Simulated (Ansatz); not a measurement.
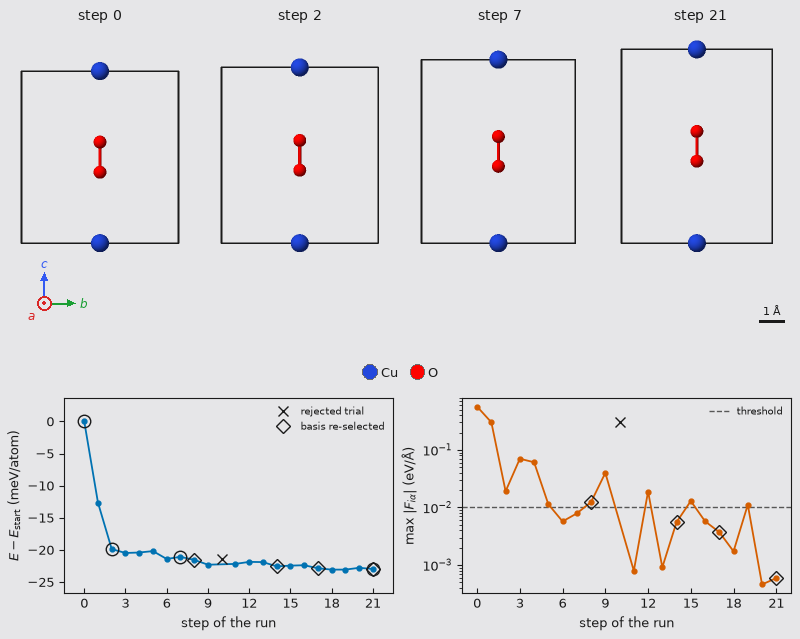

Frames of a relaxation of a crystal of CuO2 (set up in Pmmm), marked on the history of the run. The picture is a ball-and-stick view of the cell of the calculation, seen along the a axis.

Case: no spin polarisation.

Theory: DFT PBE, scalar-relativistic, plane waves, PAW (Ansatz 0.2.0).

Input file:
```yaml
crystal:
  lattice:
    - [2.421291, 0.0, 0.0]
    - [0.0, 6.445952, 0.0]
    - [0.0, 0.0, 7.067043]
  atoms:
    - { symbol: Cu, position: [0.0, 0.5, 0.0] }
    - { symbol: O, position: [0.0, 0.5, 0.412435] }
    - { symbol: O, position: [0.0, 0.5, 0.587565] }
basis:
  ecutwfc: 420
kpoints:
  mp_grid: { grid: [18, 8, 6] }
hamiltonian:
  xc: pbe
scf:
  occupations: { method: gaussian, width: 0.1 }
  lower_state_search: "off"
output:
  forces: true
  stress: true
  eigenvalues: true
  write_density: true
  write_potential: true
  elf: true
  volumetric_format: npy
relax:
  adjacent_minimum: "off"
  f_tol: 0.01
  max_steps: 60
  cell: { stress_tol: 0.05 }
```

Launched with:
```bash
ansatz run input.yaml --threads 1 --pin off --max-ram 2560MiB --backend cpu --events-out ev --progress --plain --runs-dir out
```

What happens along the run?

Answer. The energy falls by 23.0 meV per atom in 16 accepted moves (21 points after the start). Largest force component: 0.57 eV/Å at the start, 0.00059 eV/Å at the end. The pressure goes from −1.23 to 0.00 GPa. The line search rejected the trial step at point 10 of the run. The SCF was repeated 4 times at an unchanged geometry on a basis and grid sized afresh for the cell, which shifted the energy by 0.7 meV per atom at most. The largest moves relative to the cell, 0.086 Å, are those of O2 and O3. O2 goes along +c. Cu stays in place. The volume changes by +2.5 %, with a 2.421 → 2.295 Å (−5.2 %), b 6.446 → 6.191 Å (−4.0 %), c 7.067 → 7.957 Å (+12.6 %). Near-neighbour distances that change, for instance: Cu1–Cu1 2.421 → 2.295 Å, O2–O3 1.238 → 1.221 Å. The space group stays Pmmm (No. 47). From step 0 to 2: O atoms move most (0.02 Å), volume −3.9 %, energy −19.9 meV per atom. From step 2 to 7: O atoms move most (0.03 Å), volume +3.3 %, energy −1.2 meV per atom. From step 7 to 21: O atoms move most (0.04 Å), volume +3.3 %, energy −1.9 meV per atom.

Limits of the set-up: an odd number of electrons was run without spin polarisation, which fails if the electron would localise.
